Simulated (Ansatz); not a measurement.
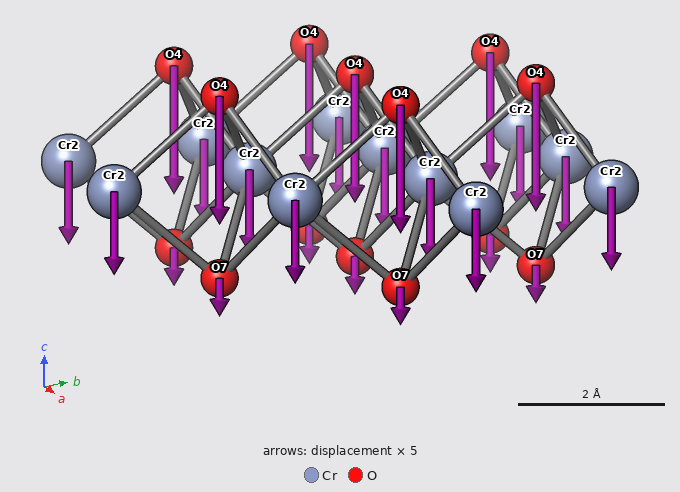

This is a relaxation of a crystal of CrO2 (a generated structure, set up in P-6m2) (coarse preliminary run). The starting structure is drawn; purple arrows show the displacements (the part carried along by the change of the cell is left out), magnified 5 times.

The picture is a ball-and-stick view of the atoms within 4.2 Å of the atom that moves most (axes of the 3 × 2 repeat of the cell, outlined in the plane, without the vacuum), seen slightly off an axis.

Case: S → O, W → Cr on all its sites, cell and atoms relaxed.

Level of theory: DFT r2SCAN, scalar-relativistic, plane waves, PAW in Ansatz 0.2.0. Set-up: plane-wave cutoff 500 eV; k-point mesh 12 × 12 × 1; occupations gaussian; smearing width 0.1 eV; no spin polarisation; cell and atoms relaxed; force threshold 0.05 eV/Å; at most 60 steps.

Describe the change and its energy.

Over 3 accepted moves (4 points after the start) the energy falls by 158 meV per atom. The largest force component goes from 3.5 to 0.023 eV/Å. The SCF was repeated once at an unchanged geometry on a basis and grid sized afresh for the cell, which shifted the energy by 0.2 meV per atom at most. The largest moves relative to the cell and the layer's centre, 0.36 Å, are those of O4 and O8. O4 goes along the normal (−c). By element the largest moves are O 0.36 Å, Cr 0.23 Å. In the plane the drawn cell goes a 7.776 → 7.796 Å (+0.3 %), b 5.184 → 5.197 Å (+0.3 %). Some distances before and after: Cr2–O4 1.963 → 1.887 Å, Cr2–Cr2 2.592 → 2.599 Å. Bond angles that change, for instance: O4–Cr2–O7 80.7° → 74.7°, Cr2–O7–Cr2 82.6° → 87.0°, O4–Cr2–O4 82.6° → 87.0°. The space group stays P-6m2 (No. 187). The run took 2.7 min on 2 threads of Intel(R) Xeon(R) Processor @ 2.50GHz (Skylake/Cascade Lake), on a shared host, peak memory 0.72 GiB.

Limits of the set-up: layers or molecules are held without a dispersion correction, so their spacing is unreliable.
